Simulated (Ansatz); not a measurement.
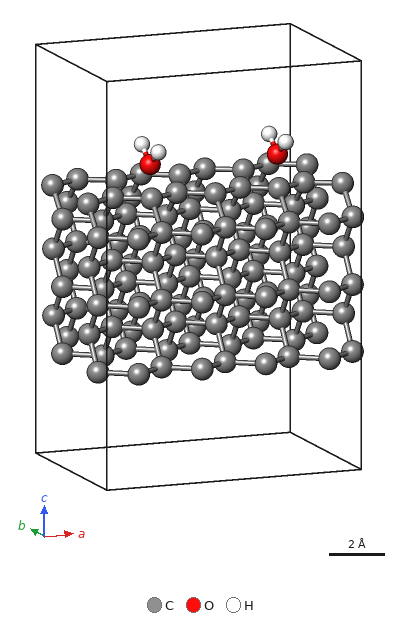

Fig. 1: The starting structure (ball-and-stick view of the 2 × 1 repeat of the cell, with the vacuum cut short, seen slightly off an axis). An atom can appear more than once, as a periodic image.

# Run report: C₄₈H₂O, geometry relaxation (part 1 of 5)

System: C₄₈H₂O (slab, 51 atoms in the cell).
Method: DFT PBE+D3(BJ), scalar-relativistic, plane waves, PAW, no spin polarisation (Ansatz 0.2.0).

The structure derives from an entry of the Crystallography Open Database. The input holds or restrains some coordinates. Forces given for the steps count only the free coordinates. It belongs to a series of runs on one base structure; here: 1 H2O a cell, donor, over a bridge C-C site.

### The input
```yaml
crystal:
  lattice:
    - [5.0301999808, 0.0, 0.0]
    - [0.0, 7.1137770343, 0.0]
    - [0.0, 0.0, 24.893949976]
  atoms:
    - { symbol: C, position: [0.25, 0.5, 0.3213632231] }
    - { symbol: C, position: [0.25, 0.0, 0.3213632231] }
    - { symbol: C, position: [0.75, 0.5, 0.3213632231] }
    - { symbol: C, position: [0.75, 0.0, 0.3213632231] }
    - { symbol: C, position: [0.5, 0.625, 0.3213632231] }
    - { symbol: C, position: [0.5, 0.125, 0.3213632231] }
    - { symbol: C, position: [0.0, 0.625, 0.3213632231] }
    - { symbol: C, position: [0.0, 0.125, 0.3213632231] }
    - { symbol: C, position: [0.5, 0.75, 0.3718795131] }
    - { symbol: C, position: [0.5, 0.25, 0.3718795131] }
    - { symbol: C, position: [0.0, 0.75, 0.3718795131] }
    - { symbol: C, position: [0.0, 0.25, 0.3718795131] }
    - { symbol: C, position: [0.75, 0.875, 0.3718795131] }
    - { symbol: C, position: [0.75, 0.375, 0.3718795131] }
    - { symbol: C, position: [0.25, 0.875, 0.3718795131] }
    - { symbol: C, position: [0.25, 0.375, 0.3718795131] }
    - { symbol: C, position: [0.75, 0.0, 0.422395803] }
    - { symbol: C, position: [0.75, 0.5, 0.422395803] }
    - { symbol: C, position: [0.25, 0.0, 0.422395803] }
    - { symbol: C, position: [0.25, 0.5, 0.422395803] }
    - { symbol: C, position: [0.0, 0.125, 0.422395803] }
    - { symbol: C, position: [0.0, 0.625, 0.422395803] }
    - { symbol: C, position: [0.5, 0.125, 0.422395803] }
    - { symbol: C, position: [0.5, 0.625, 0.422395803] }
    - { symbol: C, position: [0.0, 0.2505611707, 0.4726473843] }
    - { symbol: C, position: [0.0, 0.7505611707, 0.4726473843] }
    - { symbol: C, position: [0.5, 0.2505611707, 0.4726473843] }
    - { symbol: C, position: [0.5, 0.7505611707, 0.4726473843] }
    - { symbol: C, position: [0.25, 0.3744388293, 0.4726473843] }
    - { symbol: C, position: [0.25, 0.8744388293, 0.4726473843] }
    - { symbol: C, position: [0.75, 0.3744388293, 0.4726473843] }
    - { symbol: C, position: [0.75, 0.8744388293, 0.4726473843] }
    - { symbol: C, position: [0.25, 0.5046180763, 0.5247393038] }
    - { symbol: C, position: [0.25, 0.0046180763, 0.5247393038] }
    - { symbol: C, position: [0.75, 0.5046180763, 0.5247393038] }
    - { symbol: C, position: [0.75, 0.0046180763, 0.5247393038] }
    - { symbol: C, position: [0.5, 0.6203819237, 0.5247393038] }
    - { symbol: C, position: [0.5, 0.1203819237, 0.5247393038] }
    - { symbol: C, position: [0.0, 0.6203819237, 0.5247393038] }
    - { symbol: C, position: [0.0, 0.1203819237, 0.5247393038] }
    - { symbol: C, position: [0.5, 0.7646741098, 0.5675222393] }
    - { symbol: C, position: [0.5, 0.2646741098, 0.5675222393] }
    - { symbol: C, position: [0.0, 0.7646741098, 0.5675222393] }
    - { symbol: C, position: [0.0, 0.2646741098, 0.5675222393] }
    - { symbol: C, position: [0.75, 0.8603258902, 0.5675222393] }
    - { symbol: C, position: [0.75, 0.3603258902, 0.5675222393] }
    - { symbol: C, position: [0.25, 0.8603258902, 0.5675222393] }
    - { symbol: C, position: [0.25, 0.3603258902, 0.5675222393] }
    - { symbol: O, position: [0.375, 1.0625, 0.632598292] }
    - { symbol: H, position: [0.3783249212, 0.9524487874, 0.6569495903] }
    - { symbol: H, position: [0.3716750788, 1.1725512126, 0.6569495903] }
basis:
  ecutwfc: 420
kpoints:
  mp_grid: { grid: [3, 2, 1] }
hamiltonian:
  xc: pbe
  dispersion: d3bj
scf:
  occupations: { method: gaussian, width: 0.05 }
output:
  forces: true
  eigenvalues: true
  write_density: true
  write_potential: true
  elf: true
  volumetric_format: npy
relax:
  adjacent_minimum: "off"
  f_tol: 0.04
  max_steps: 100
  constraints:
    - { sites: [0, 1, 2, 3, 4, 5, 6, 7, 8, 9, 10, 11, 12, 13, 14, 15, 16, 17, 18, 19, 20, 21, 22, 23] }
efield:
  axis: 3
  dipole_correction: true
  ramp_width: 0.04
```

Hardware: 4 threads of Arm Neoverse V2, 24 GiB of memory available, shared host.

Launched with:
```bash
ansatz run input.yaml --threads 4 --pin off --max-ram 10240MiB --backend cpu --events-out ev --progress --plain --runs-dir out
```

### Output
```
Engine: ansatz 0.2.0, aarch64-unknown-linux-gnu
Pseudopotentials: kind: paw
Pseudopotential: C, paw, valence charge 4, recommended cutoff 420 eV (normal), C.paw.azcp
Pseudopotential: O, paw, valence charge 6, recommended cutoff 420 eV (normal), O.paw.azcp
Pseudopotential: H, paw, valence charge 1, recommended cutoff 420 eV (normal), H.paw.azcp
Functional definition: PBE
  parameter kappa = 0.804
  parameter beta = 0.06672455060314922
  exchange = pbe_x(kappa = kappa, mu = beta*pi^2/3)
  correlation = pbe_c(beta = beta)
Crystal: 51 atoms, lattice volume = 890.798 Å³
Basis set: ecut = 420 eV, 17461 PW (Γ), exchange–correlation on 72×96×360 points (8 copies of the dense FFT grid, shifted against one another)
Bands: 151, of which v1, the nominal top of the filled ones, is band 100 counted from 1 (99 counted from 0)
Symmetry: 2 space group operations
Space group: P2 (ITA 3), of the structure as read, at distance tolerance 9.6e-5 Å
k-points: 4 of 6
Non-local potential: C, projectors of the file, l = 0: 2, l = 1: 2, l = 2: 1
Non-local potential: O, projectors of the file, l = 0: 2, l = 1: 2, l = 2: 1
Non-local potential: H, projectors of the file, l = 0: 2, l = 1: 1
PAW form: soft (Blöchl's): semilocal exchange-correlation on the pseudo side does not see the compensation charge
PAW one-centre angular grid: C, 110 points (default); XC on 64 Gauss nodes
PAW one-centre angular grid: O, 110 points (default); XC on 64 Gauss nodes
PAW one-centre angular grid: H, 110 points (default); XC on 64 Gauss nodes
Initial density: superposition of atomic densities (neutral atoms: chi_scale 0, normalization atom), corrected by the library's trained network
Initial wavefunctions: pseudopotential atomic-orbital guess
Functional: x = pbe(κ = 0.804, μ = 0.2195149727645171), c = pbe(β = 0.06672455060314922)
SCF iter   1: F=—  HF=-12618.724480 eV  |F-HF|=—  |Δ(HF+E_count)|=         —  Δρ=1.18e-2  dr2=6.10e0  ethr=1.77e-3  p=0.313 e·Å  D=6.36e-2 V/Å  ΔV_dip=-1.58 eV  dr2_dipole=6.25e-1  V_vac-E_F(+/−)=3.65/5.23 eV  ⟨swp⟩=15.0  Hψ=4839  notcnv=0  defer=104
efield: sawtooth ramp at fractional position 0.9692 (placed from the atoms, in the widest stretch of the axis that holds none; the zero of the levels goes with the place), width 0.0400; the density the first Hamiltonian is built on has a dipole p = 0.313 e·Å; the dipole correction subtracts the counter field D = 6.36e-2 V/Å, which shifts the + side's vacuum level by -1.58 eV against the − side's; the planar-averaged density in the ramp window peaks in size at 6.6e-6 e/Å³
preconditioner: auto → LDOS  [insulator: Δε(μ)=0.108 eV  Ē_g=15.004 eV  σ=0.050 eV  W_gap=0.58  n_scr=134 (ndim 8)  ℏωp=17.6 eV  f_vac=0.602  D(μ)=11.59/eV (n_scr^D=48)  ε∞_Penn≈2.4  β→1.0]
SCF iter   2: F=—  HF=-12618.227141 eV  |F-HF|=—  |Δ(HF+E_count)|=   4.97e-1  Δρ=7.06e-3  dr2=1.76e0  ethr=1.77e-3  p=0.438 e·Å  D=8.89e-2 V/Å  ΔV_dip=-2.21 eV  dr2_dipole=5.07e-1  V_vac-E_F(+/−)=3.50/5.71 eV  ⟨swp⟩=2.2  Hψ=914  notcnv=0  defer=174
SCF iter   3: F=—  HF=-12618.111570 eV  |F-HF|=—  |Δ(HF+E_count)|=   1.16e-1  Δρ=3.97e-3  dr2=3.09e-1  ethr=8.80e-4  p=0.458 e·Å  D=9.29e-2 V/Å  ΔV_dip=-2.31 eV  dr2_dipole=3.04e-2  V_vac-E_F(+/−)=3.42/5.73 eV  ⟨swp⟩=2.8  Hψ=867  notcnv=0  defer=172
SCF iter   4: F=—  HF=-12618.080238 eV  |F-HF|=—  |Δ(HF+E_count)|=   3.13e-2  Δρ=2.68e-3  dr2=1.52e-1  ethr=1.55e-4  p=0.468 e·Å  D=9.51e-2 V/Å  ΔV_dip=-2.37 eV  dr2_dipole=1.60e-2  V_vac-E_F(+/−)=3.43/5.80 eV  ⟨swp⟩=2.0  Hψ=819  notcnv=0  defer=172
SCF iter   5: F=—  HF=-12618.060137 eV  |F-HF|=—  |Δ(HF+E_count)|=   2.01e-2  Δρ=1.46e-3  dr2=3.41e-2  ethr=7.59e-5  p=0.496 e·Å  D=1.01e-1 V/Å  ΔV_dip=-2.51 eV  dr2_dipole=2.22e-4  V_vac-E_F(+/−)=3.40/5.90 eV  ⟨swp⟩=2.0  Hψ=752  notcnv=0  defer=172
SCF iter   6: F=—  HF=-12618.056678 eV  |F-HF|=—  |Δ(HF+E_count)|=   3.46e-3  Δρ=8.05e-4  dr2=1.48e-2  ethr=1.71e-5  p=0.499 e·Å  D=1.01e-1 V/Å  ΔV_dip=-2.52 eV  dr2_dipole=3.66e-3  V_vac-E_F(+/−)=3.42/5.95 eV  ⟨swp⟩=2.0  Hψ=851  notcnv=0  defer=172
SCF iter   7: F=—  HF=-12618.055721 eV  |F-HF|=—  |Δ(HF+E_count)|=   9.57e-4  Δρ=2.37e-4  dr2=5.64e-4  ethr=7.38e-6  p=0.504 e·Å  D=1.02e-1 V/Å  ΔV_dip=-2.55 eV  dr2_dipole=3.59e-5  V_vac-E_F(+/−)=3.43/5.97 eV  ⟨swp⟩=2.0  Hψ=741  notcnv=0  defer=172
SCF iter   8: F=—  HF=-12618.055822 eV  |F-HF|=—  |Δ(HF+E_count)|=   1.01e-4  Δρ=7.94e-5  dr2=5.17e-5  ethr=2.82e-7  p=0.504 e·Å  D=1.02e-1 V/Å  ΔV_dip=-2.55 eV  dr2_dipole=1.77e-7  V_vac-E_F(+/−)=3.43/5.98 eV  ⟨swp⟩=3.0  Hψ=994  notcnv=0  defer=172
SCF iter   9: F=-12618.055847 eV  HF=-12618.055840 eV  |F-HF|=7.07e-6  |Δ(HF+E_count)|=   1.79e-5  Δρ=2.51e-5  dr2=4.19e-6  ethr=2.00e-8  p=0.503 e·Å  D=1.02e-1 V/Å  ΔV_dip=-2.55 eV  dr2_dipole=3.69e-9  V_vac-E_F(+/−)=3.43/5.98 eV  ⟨swp⟩=35.2  Hψ=9363  notcnv=0
SCF 1 converged in 9 iterations: F = -12618.055847 eV  dr2 = 4.19e-6
  greatest PAW one-centre occupation: 0.874 electrons in one spin orbital (limit 2), on the O atom at site 48 (counted from 0), in its partial waves of l = 0
relax step   1: F+E_penalty+E_count = -12618.05584711 eV  Δ(F+E_penalty+E_count) = +0.000e0 eV  max|allowed force component| = 2.629e0 eV/Å  Δτ_max = 0.0000 Å  (9 SCF iters, dr2 threshold 4.00e-5 eV, accepted)
Initial density: handed on by an earlier stage of this run
Initial wavefunctions: those handed on with the density
iter 1 solved again at ethr=1.81e-4 eV; its pass at ethr=3.10e-3 eV (dr2=3.63e-1 eV) is discarded
SCF iter   1: F=—  HF=-12618.420144 eV  |F-HF|=—  |Δ(HF+E_count)|=         —  Δρ=9.51e-3  dr2=3.67e-1  ethr=1.81e-4  p=0.503 e·Å  D=1.02e-1 V/Å  ΔV_dip=-2.55 eV  dr2_dipole=4.47e-2  V_vac-E_F(+/−)=3.44/5.98 eV  ⟨swp⟩=2.0  Hψ=2599  notcnv=0  defer=153
efield: sawtooth ramp at fractional position 0.9692 (handed on by an earlier solve), width 0.0400; the density the first Hamiltonian is built on has a dipole p = 0.503 e·Å; the dipole correction subtracts the counter field D = 1.02e-1 V/Å, which shifts the + side's vacuum level by -2.55 eV against the − side's; the planar-averaged density in the ramp window peaks in size at 3.5e-7 e/Å³
preconditioner: auto → LDOS  [insulator: Δε(μ)=0.105 eV  Ē_g=15.141 eV  σ=0.050 eV  W_gap=0.73  n_scr=134 (ndim 8)  ℏωp=17.6 eV  f_vac=0.599  D(μ)=14.21/eV (n_scr^D=72)  ε∞_Penn≈2.4  β→1.0]
SCF iter   2: F=—  HF=-12618.401402 eV  |F-HF|=—  |Δ(HF+E_count)|=   1.87e-2  Δρ=3.58e-3  dr2=1.06e-1  ethr=1.81e-4  p=0.473 e·Å  D=9.62e-2 V/Å  ΔV_dip=-2.39 eV  dr2_dipole=2.20e-5  V_vac-E_F(+/−)=3.58/5.98 eV  ⟨swp⟩=3.8  Hψ=1304  notcnv=0  defer=153
SCF iter   3: F=—  HF=-12618.376492 eV  |F-HF|=—  |Δ(HF+E_count)|=   2.49e-2  Δρ=2.12e-3  dr2=5.79e-2  ethr=5.32e-5  p=0.479 e·Å  D=9.72e-2 V/Å  ΔV_dip=-2.42 eV  dr2_dipole=1.13e-2  V_vac-E_F(+/−)=3.56/5.98 eV  ⟨swp⟩=3.0  Hψ=1469  notcnv=0  defer=161
SCF iter   4: F=—  HF=-12618.368290 eV  |F-HF|=—  |Δ(HF+E_count)|=   8.20e-3  Δρ=3.01e-4  dr2=4.47e-4  ethr=2.90e-5  p=0.491 e·Å  D=9.97e-2 V/Å  ΔV_dip=-2.48 eV  dr2_dipole=4.51e-5  V_vac-E_F(+/−)=3.50/5.98 eV  ⟨swp⟩=3.0  Hψ=827  notcnv=0  defer=161
SCF iter   5: F=—  HF=-12618.368335 eV  |F-HF|=—  |Δ(HF+E_count)|=   4.54e-5  Δρ=9.19e-5  dr2=1.18e-4  ethr=2.24e-7  p=0.492 e·Å  D=1.00e-1 V/Å  ΔV_dip=-2.49 eV  dr2_dipole=1.77e-5  V_vac-E_F(+/−)=3.49/5.98 eV  ⟨swp⟩=3.0  Hψ=1097  notcnv=0  defer=161
SCF iter   6: F=-12618.368324 eV  HF=-12618.368329 eV  |F-HF|=4.77e-6  |Δ(HF+E_count)|=   6.25e-6  Δρ=2.98e-5  dr2=9.71e-6  ethr=5.00e-8  p=0.493 e·Å  D=1.00e-1 V/Å  ΔV_dip=-2.49 eV  dr2_dipole=1.95e-7  V_vac-E_F(+/−)=3.49/5.98 eV  ⟨swp⟩=26.8  Hψ=7375  notcnv=0
SCF 2 converged in 6 iterations: F = -12618.368324 eV  dr2 = 9.71e-6
  greatest PAW one-centre occupation: 0.872 electrons in one spin orbital (limit 2), on the O atom at site 48 (counted from 0), in its partial waves of l = 0
relax step   2: F+E_penalty+E_count = -12618.36832392 eV  Δ(F+E_penalty+E_count) = -3.125e-1 eV  max|allowed force component| = 1.181e0 eV/Å  Δτ_max = 0.1948 Å  (6 SCF iters, dr2 threshold 1.00e-4 eV, accepted)
[... from here on the SCF iterations and repeated set-up lines of each step are left out, up to the last step ...]
SCF 3 converged in 6 iterations: F = -12618.493693 eV  dr2 = 4.81e-6
relax step   3: F+E_penalty+E_count = -12618.49369282 eV  Δ(F+E_penalty+E_count) = -1.254e-1 eV  max|allowed force component| = 1.334e-1 eV/Å  Δτ_max = 0.1987 Å  (6 SCF iters, dr2 threshold 8.72e-5 eV, accepted)
SCF 4 converged in 10 iterations: F = -12618.549149 eV  dr2 = 1.03e-8
relax step   4: F+E_penalty+E_count = -12618.54914924 eV  Δ(F+E_penalty+E_count) = -5.546e-2 eV  max|allowed force component| = 1.629e-1 eV/Å  Δτ_max = 0.1943 Å  (10 SCF iters, accepted)
SCF 5 converged in 9 iterations: F = -12618.574662 eV  dr2 = 1.56e-7
relax step   5: F+E_penalty+E_count = -12618.57466162 eV  Δ(F+E_penalty+E_count) = -2.551e-2 eV  max|allowed force component| = 6.734e-2 eV/Å  Δτ_max = 0.2000 Å  (9 SCF iters, dr2 threshold 1.66e-6 eV, accepted)
SCF 6 converged in 9 iterations: F = -12618.582248 eV  dr2 = 7.81e-8
relax step   6: F+E_penalty+E_count = -12618.58224765 eV  Δ(F+E_penalty+E_count) = -7.586e-3 eV  max|allowed force component| = 4.304e-2 eV/Å  Δτ_max = 0.1441 Å  (9 SCF iters, accepted)
SCF 7 converged in 9 iterations: F = -12618.583593 eV  dr2 = 4.94e-9
relax step   7: F+E_penalty+E_count = -12618.58359283 eV  Δ(F+E_penalty+E_count) = -1.345e-3 eV  max|allowed force component| = 2.285e-2 eV/Å  Δτ_max = 0.0586 Å  (9 SCF iters, accepted)
SCF 8 converged in 8 iterations: F = -12618.579285 eV  dr2 = 2.96e-9
relax step   8: F+E_penalty+E_count = -12618.57928493 eV  Δ(F+E_penalty+E_count) = +4.308e-3 eV  max|allowed force component| = 4.372e-1 eV/Å  Δτ_max = 0.1429 Å  (8 SCF iters, rejected (line search))
SCF 9 converged in 9 iterations: F = -12618.584412 eV  dr2 = 1.04e-9
relax step   9: F+E_penalty+E_count = -12618.58441239 eV  Δ(F+E_penalty+E_count) = -8.196e-4 eV  max|allowed force component| = 7.292e-2 eV/Å  Δτ_max = 0.0711 Å  (9 SCF iters, accepted)
SCF 10 converged in 9 iterations: F = -12618.583703 eV  dr2 = 1.41e-9
relax step  10: F+E_penalty+E_count = -12618.58370283 eV  Δ(F+E_penalty+E_count) = +7.096e-4 eV  max|allowed force component| = 2.321e-1 eV/Å  Δτ_max = 0.0891 Å  (9 SCF iters, rejected (line search))
SCF 11 converged in 7 iterations: F = -12618.585075 eV  dr2 = 1.97e-8
relax step  11: F+E_penalty+E_count = -12618.58507458 eV  Δ(F+E_penalty+E_count) = -6.622e-4 eV  max|allowed force component| = 1.947e-2 eV/Å  Δτ_max = 0.0445 Å  (7 SCF iters, accepted)
SCF 12 converged in 6 iterations: F = -12618.585543 eV  dr2 = 5.37e-8
relax step  12: F+E_penalty+E_count = -12618.58554281 eV  Δ(F+E_penalty+E_count) = -4.682e-4 eV  max|allowed force component| = 5.953e-2 eV/Å  Δτ_max = 0.0497 Å  (6 SCF iters, accepted)
SCF 13 converged in 7 iterations: F = -12618.585425 eV  dr2 = 5.71e-9
relax step  13: F+E_penalty+E_count = -12618.58542466 eV  Δ(F+E_penalty+E_count) = +1.182e-4 eV  max|allowed force component| = 1.516e-1 eV/Å  Δτ_max = 0.0674 Å  (7 SCF iters, rejected (line search))
SCF iter   1: F=—  HF=-12618.584439 eV  |F-HF|=—  |Δ(HF+E_count)|=         —  Δρ=9.98e-4  dr2=2.66e-3  ethr=1.04e-5  p=0.481 e·Å  D=9.77e-2 V/Å  ΔV_dip=-2.43 eV  dr2_dipole=7.10e-6  V_vac-E_F(+/−)=3.54/5.98 eV  ⟨swp⟩=4.0  Hψ=1605  notcnv=0  defer=106
efield: sawtooth ramp at fractional position 0.9692 (handed on by an earlier solve), width 0.0400; the density the first Hamiltonian is built on has a dipole p = 0.481 e·Å; the dipole correction subtracts the counter field D = 9.77e-2 V/Å, which shifts the + side's vacuum level by -2.43 eV against the − side's; the planar-averaged density in the ramp window peaks in size at 4.6e-7 e/Å³
SCF iter   2: F=—  HF=-12618.585435 eV  |F-HF|=—  |Δ(HF+E_count)|=   9.96e-4  Δρ=3.53e-4  dr2=8.30e-4  ethr=1.33e-6  p=0.479 e·Å  D=9.74e-2 V/Å  ΔV_dip=-2.42 eV  dr2_dipole=8.65e-6  V_vac-E_F(+/−)=3.55/5.98 eV  ⟨swp⟩=3.0  Hψ=1441  notcnv=0  defer=108
SCF iter   3: F=—  HF=-12618.585386 eV  |F-HF|=—  |Δ(HF+E_count)|=   4.84e-5  Δρ=3.40e-4  dr2=8.47e-4  ethr=4.15e-7  p=0.480 e·Å  D=9.75e-2 V/Å  ΔV_dip=-2.43 eV  dr2_dipole=1.74e-6  V_vac-E_F(+/−)=3.55/5.98 eV  ⟨swp⟩=3.0  Hψ=1175  notcnv=0  defer=108
SCF iter   4: F=—  HF=-12618.585196 eV  |F-HF|=—  |Δ(HF+E_count)|=   1.90e-4  Δρ=1.26e-4  dr2=1.09e-4  ethr=4.15e-7  p=0.481 e·Å  D=9.78e-2 V/Å  ΔV_dip=-2.43 eV  dr2_dipole=3.81e-7  V_vac-E_F(+/−)=3.54/5.98 eV  ⟨swp⟩=3.0  Hψ=930  notcnv=0  defer=108
SCF iter   5: F=—  HF=-12618.585182 eV  |F-HF|=—  |Δ(HF+E_count)|=   1.40e-5  Δρ=3.07e-5  dr2=7.97e-6  ethr=5.46e-8  p=0.481 e·Å  D=9.78e-2 V/Å  ΔV_dip=-2.43 eV  dr2_dipole=3.65e-7  V_vac-E_F(+/−)=3.54/5.98 eV  ⟨swp⟩=3.0  Hψ=1144  notcnv=0  defer=108
SCF iter   6: F=—  HF=-12618.585874 eV  |F-HF|=—  |Δ(HF+E_count)|=   6.92e-4  Δρ=4.52e-6  dr2=1.63e-7  ethr=3.98e-9  p=0.481 e·Å  D=9.77e-2 V/Å  ΔV_dip=-2.43 eV  dr2_dipole=1.13e-8  V_vac-E_F(+/−)=3.54/5.98 eV  ⟨swp⟩=3.0  Hψ=974  notcnv=0  defer=108
SCF iter   7: F=-12618.585874 eV  HF=-12618.585874 eV  |F-HF|=5.26e-10  |Δ(HF+E_count)|=   2.52e-8  Δρ=8.10e-7  dr2=9.02e-9  ethr=5.00e-11  p=0.481 e·Å  D=9.77e-2 V/Å  ΔV_dip=-2.43 eV  dr2_dipole=1.09e-9  V_vac-E_F(+/−)=3.54/5.98 eV  ⟨swp⟩=23.5  Hψ=5782  notcnv=0
SCF 14 converged in 7 iterations: F = -12618.585874 eV  dr2 = 9.02e-9
relax step  14: F+E_penalty+E_count = -12618.58587359 eV  Δ(F+E_penalty+E_count) = -3.308e-4 eV  max|allowed force component| = 6.522e-3 eV/Å  Δτ_max = 0.0334 Å  (7 SCF iters, accepted)
```

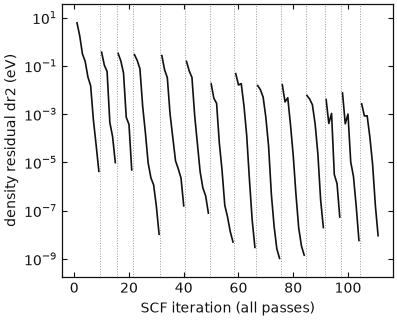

Fig. 2: Convergence of the self-consistent field: density residual dr2 against the SCF iteration. The dotted lines part the SCF passes of the relaxation: geometry steps, rejected trials and re-solves on a re-selected basis. The 14 passes take 6 to 10 iterations each, 111 in all.

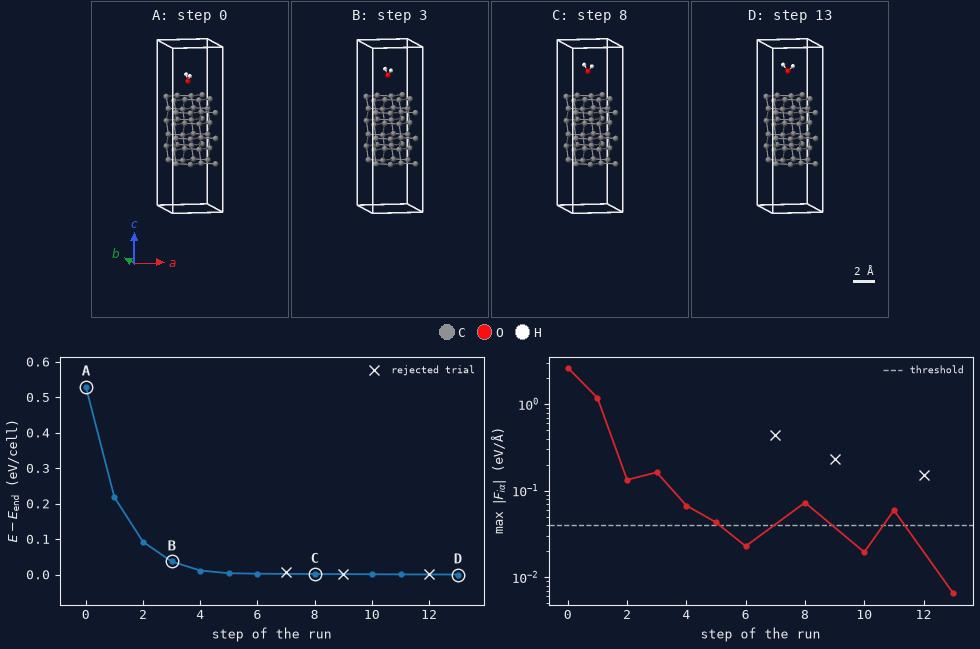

Fig. 3: Frames of the restrained relaxation (ball-and-stick view of the cell of the calculation, with the vacuum cut short (origin shifted), seen slightly off an axis) above the curves, on which the letters mark them (the first geometry is step 0 here and step 1 in the log).
